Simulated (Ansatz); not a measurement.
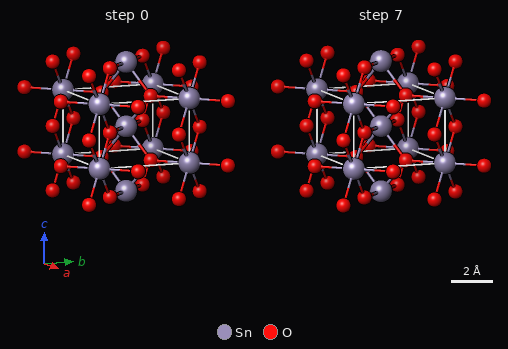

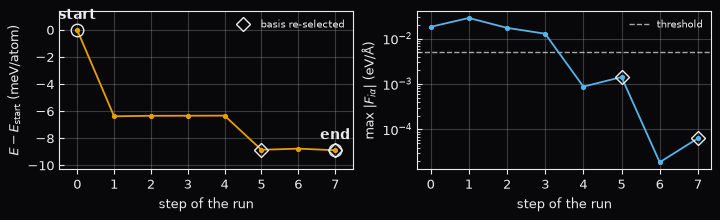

First and last geometry of a relaxation of a crystal of SnO₂ (built on the rutile host type), with the history of the run. The picture is a ball-and-stick view of the cell of the calculation, seen slightly off an axis.

Theory: DFT, PBE, plane waves, PAW in Ansatz. Settings: plane-wave cutoff 420 eV; k-point mesh 6 × 6 × 8; occupations fermi dirac; smearing width 0.02 eV; no spin polarisation; cell and atoms relaxed; force threshold 0.005 eV/Å.

> What do the curves and the structures tell?

It converged. The largest moves relative to the cell, 0.004 Å, are those of O atoms. Sn stays in place. The drawn cell changes as follows: a = b 4.765 → 4.827 Å (+1.3 %), c 3.208 → 3.238 Å (+1.0 %); the volume changes by +3.6 %. Some distances before and after: O–Sn 2.062 → 2.093 Å. The space group stays P4_2/mnm (No. 136). Over 5 accepted moves (7 points after the start) the energy falls by 8.9 meV per atom. The largest force component goes from 0.018 to under 0.0001 eV/Å. Pressure: 6.79 GPa at the start and 0.02 GPa at the end. The SCF was repeated twice at an unchanged geometry on a basis and grid sized afresh for the cell, which shifted the energy by 2.5 meV per atom at most.

| step | E − E(0), meV/atom | largest force component, eV/Å | pressure, GPa | volume, Å³/atom | note |
| --- | --- | --- | --- | --- | --- |
| 0 | 0.00 | 0.0181 | 6.79 | 12.137 |  |
| 1 | -6.37 | 0.0284 | 0.18 | 12.533 |  |
| 2 | -6.33 | 0.0172 | 0.00 | 12.549 |  |
| 3 | -6.33 | 0.0128 | 0.03 | 12.552 |  |
| 4 | -6.32 | 0.0009 | 0.00 | 12.555 |  |
| 5 | -8.84 | 0.0014 | 0.29 | 12.555 | same geometry, new basis |
| 6 | -8.76 | 0.0000 | 0.01 | 12.576 |  |
| 7 | -8.87 | 0.0001 | 0.02 | 12.576 | same geometry, new basis |
